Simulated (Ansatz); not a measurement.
**Se: 5 runs along one coordinate**

System: Se (3 atoms in the cell).
Method: Kohn-Sham DFT of a periodic cell, PBE, Ansatz PAW, no spin polarisation (Ansatz 0.2.0).

The 5 runs differ only in the geometry, by an even scaling of the cell at fixed fractional positions. The structure derives from an entry of the Crystallography Open Database.

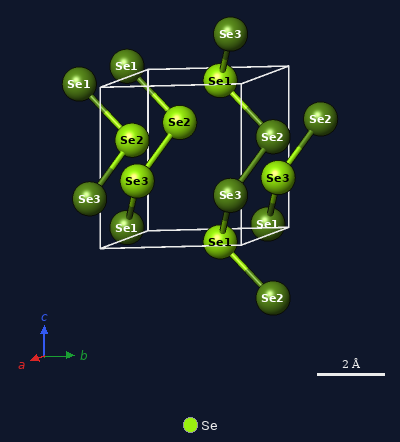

Figure 1. The structure of run 3 (ball-and-stick view of the cell of the calculation, seen slightly off an axis; neighbours outside the cell are drawn fainter; atoms are numbered from 1 in the order of the input).

## Input of run 3
```yaml
crystal:
  lattice:
    - [4.3368957613, 0.0, 0.0]
    - [-2.1684478807, 3.7558619029, 0.0]
    - [0.0, 0.0, 4.9203533607]
  atoms:
    - { symbol: Se, position: [0.7746, 0.7746, 0.0] }
    - { symbol: Se, position: [0.0, 0.2254, 0.6666666667] }
    - { symbol: Se, position: [0.2254, 0.0, 0.3333333333] }
hamiltonian:
  xc: pbe
  pseudopotentials: { kind: paw }
kpoints:
  mp_grid: { grid: [7, 7, 6] }
scf:
  occupations: { method: fermi_dirac, width: 0.05 }
output:
  forces: true
  stress: true
  eigenvalues: true
```

Command:
```bash
ansatz run input.yaml --threads 2 --pin off --max-ram 5120MiB --backend cpu --events-out ev --progress --plain --runs-dir out
```

Run 2 differs from it as follows:
```diff
-    - [4.3368957613, 0.0, 0.0]
-    - [-2.1684478807, 3.7558619029, 0.0]
-    - [0.0, 0.0, 4.9203533607]
+    - [4.3071900636, 0.0, 0.0]
+    - [-2.1535950318, 3.730136014, 0.0]
+    - [0.0, 0.0, 4.8866512526]
```

## Results, with one run withheld

| run | volume per atom (Å³) | free energy per atom, from the lowest run given (meV) | pressure (GPa) | gap on the mesh (eV) |
| --- | --- | --- | --- | --- |
| 1 | 25.625 | 60.46 | 7.12 | 1.15 |
| 2 | 26.170 | ? | ? | ? |
| 3 | 26.716 | 22.71 | 4.08 | 1.20 |
| 4 | 27.806 | 3.65 | 1.61 | 1.21 |
| 5 | 28.351 | 0.00 | 0.55 | 1.19 |

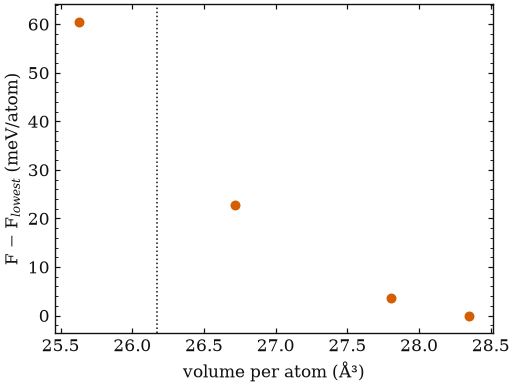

Figure 2. Free energy per atom of the runs given; the dotted line marks run 2.

What should run 2 give?

A quadratic polynomial in V^(−2/3) (the Birch–Murnaghan form), fitted to the 4 runs given, misses them by at most 0.02 meV per atom. With x = V^(−2/3) − 0.11086 Å⁻², it reads F = 14.219 + 7267.1 x + 8.9837e+05 x² (meV per atom). At run 2 it gives 39.05 meV per atom, and the run itself gives 39.00. The slope of the fit gives a pressure −dF/dV of 5.52 GPa there, and the run prints 5.52 GPa. The fit has no minimum inside this range. The gap on the mesh lies between 1.15 eV (run 1) and 1.21 eV (run 4); run 2 has 1.18 eV. These are gaps of this functional on this mesh, which can miss the band edges; they aren't the measured gap.

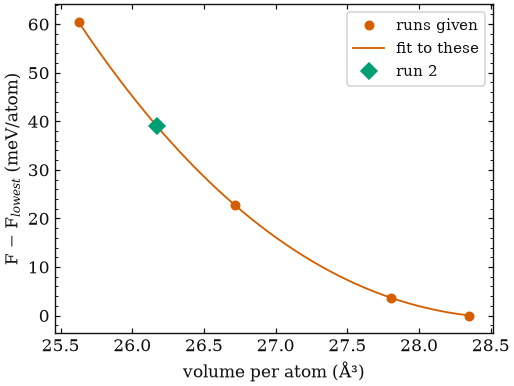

Figure 3. The fit and the withheld run.

## Output, shortened to warnings, some set-up lines, iterations and results (run 2)
```
Basis set: ecut = 420 eV, 1511 PW (Γ), exchange–correlation on 60×60×72 points (8 copies of the dense FFT grid, shifted against one another)
Symmetry: 6 space group operations
k-points: 40 of 294 (time reversal used)
Initial density: superposition of atomic densities (neutral atoms: chi_scale 0, normalization atom), corrected by the library's trained network
[...]
SCF iter   1: F=—  HF=-16407.115049 eV  |F-HF|=—  |Δ(HF+E_count)|=         —  Δρ=1.54e-3  dr2=1.24e-3  ethr=1.77e-3  ⟨swp⟩=5.9  Hψ=4889  notcnv=0
SCF iter   2: F=—  HF=-16407.115282 eV  |F-HF|=—  |Δ(HF+E_count)|=   2.32e-4  Δρ=9.01e-4  dr2=4.29e-4  ethr=2.59e-6  ⟨swp⟩=2.0  Hψ=2437  notcnv=0
SCF iter   3: F=—  HF=-16407.115633 eV  |F-HF|=—  |Δ(HF+E_count)|=   3.51e-4  Δρ=2.36e-4  dr2=3.94e-5  ethr=8.94e-7  ⟨swp⟩=3.0  Hψ=2113  notcnv=0
SCF iter   4: F=—  HF=-16407.115666 eV  |F-HF|=—  |Δ(HF+E_count)|=   3.33e-5  Δρ=7.50e-5  dr2=2.64e-6  ethr=8.21e-8  ⟨swp⟩=2.0  Hψ=2113  notcnv=0
SCF iter   5: F=—  HF=-16407.115668 eV  |F-HF|=—  |Δ(HF+E_count)|=   2.37e-6  Δρ=1.73e-5  dr2=3.25e-7  ethr=5.50e-9  ⟨swp⟩=2.0  Hψ=2113  notcnv=0
SCF iter   6: F=-16407.115669 eV  HF=-16407.115669 eV  |F-HF|=3.92e-8  |Δ(HF+E_count)|=   1.64e-7  Δρ=6.81e-6  dr2=4.99e-8  ethr=2.08e-10  ⟨swp⟩=5.4  Hψ=5073  notcnv=0
SCF 1 converged in 6 iterations: F = -16407.115669 eV  dr2 = 4.99e-8
SCF converged after 6 iterations
Free energy (F): -16407.115669 eV
Harris-Foulkes:  -16407.115669 eV  (|F-HF|=3.92e-8)
Internal energy: -16407.115668 eV  (E = F + TS)
E sigma→0 (E₀):  -16407.115668 eV
Entropy (-TS):   -0.000000 eV (-0.000 meV/atom)
Fermi energy:    8.103278 eV
--- Per-component energies (eV) ---
  E_band       = -1202.890386
  E_kinetic    = 354.090685
  E_local      = -7627.321173  (includes V_loc(G=0)·N_el)
  E_nonlocal   = -1783.432673
  E_hartree    = 3747.000942
  E_xc         = -312.030900
  E_vxc        = -293.603181  (∫ρ·V_xc dr)
  E_paw        = -5735.596883  (= ΣΔE_a)
  E_vpaw       = 653.371365  (= ΣTr[D̂ρ^β])
  E_aug_tail   = -0.001782  (compensation charges beyond the density's cutoff)
  E_ewald      = -5049.823884
  E_smearing   = -0.000000  (= −TS)
  E_closure    = 0.000000  (closes the sum)
  Σ components = -16407.115669   (vs F -16407.115669, Δ=0.00e0)
--- Forces (eV/Å), atoms counted from 1 ---
  atom   1  Se    -0.42499136    -0.73610662     0.00000000
  atom   2  Se    -0.42499136     0.73610662    -0.00000000
  atom   3  Se     0.84998271     0.00000000     0.00000000
  max |Σ_I F_I| component: 1.11e-16 eV/Å
--- Stress (GPa, compression-positive) ---
        4.425703       0.000000       0.000000
        0.000000       4.425703      -0.000000
        0.000000      -0.000000       7.710571
  P = ⅓ Tr σ = 5.5207 GPa (55.207 kbar)
```
